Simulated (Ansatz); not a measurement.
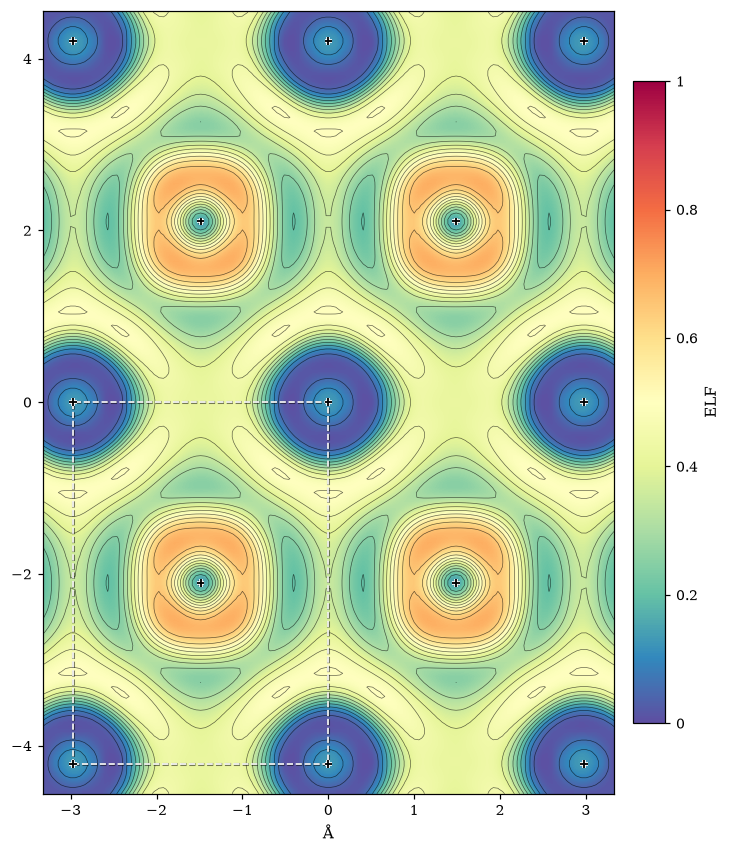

The electron localisation function on a plane through atoms (crosses mark nuclei in the plane).

These are results of DFT PBEsol, scalar-relativistic, plane waves, PAW (Ansatz), not measurements.

Candidates:
A. AlRu, a = 2.98 Å, b = 2.98 Å, c = 2.98 Å, α = 90.00°, β = 90.00°, γ = 90.00°. Space group Pm-3m; a structure from a database of computed crystals, not necessarily the ambient phase; computed without spin polarisation.
B. TiAl₂, a = 3.82 Å, b = 11.81 Å, c = 3.89 Å, α = 90.00°, β = 90.00°, γ = 90.00°. Space group Cmmm; computed pressure about 8 GPa in this cell; computed without spin polarisation.
C. ZnSe, a = 5.63 Å, b = 5.63 Å, c = 5.63 Å, α = 90.00°, β = 90.00°, γ = 90.00°. Space group F-43m.

> Which candidate gave the map?

Candidate A: AlRu on the (101̄) plane of the conventional cell, which holds Al and Ru. Al–Ru (2.58 Å): the ELF is about 0.40 at the midpoint.
